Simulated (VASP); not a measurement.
Consider Ru.

```xyz
1
Lattice="2.4800 0.0000 0.0000 0.0000 2.4800 0.0000 0.0000 0.0000 14.0000" Properties=species:S:1:pos:R:3 pbc="T T T"
Ru    1.2400    1.2400    7.0000
```

These are results of Kohn-Sham DFT of a periodic cell, PBE, VASP PAW PBE potentials, recommended in VASP 6.6.1, not measurements.

Question: What can the converged valence pseudo-density and electron localisation function tell about the bonding?

Answer: Ru–Ru (2.48 Å): ρ is about 0.55 e/Å³ halfway; the ELF is about 0.25 at the midpoint (no shared electron pair shows on this line).

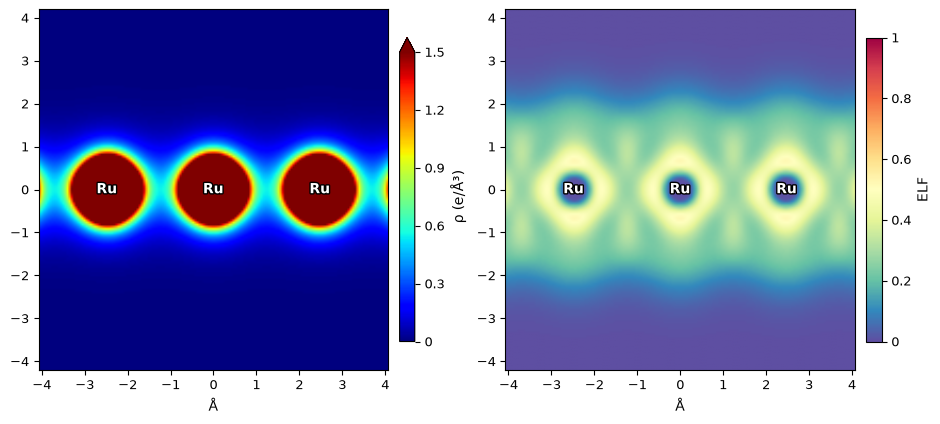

Computed valence pseudo-density and electron localisation function on the (010) plane of the calculation cell, a cut from vacuum to vacuum, in this order. 

Core electrons are frozen (PAW), and the valence fields are smoothed inside the atomic spheres.
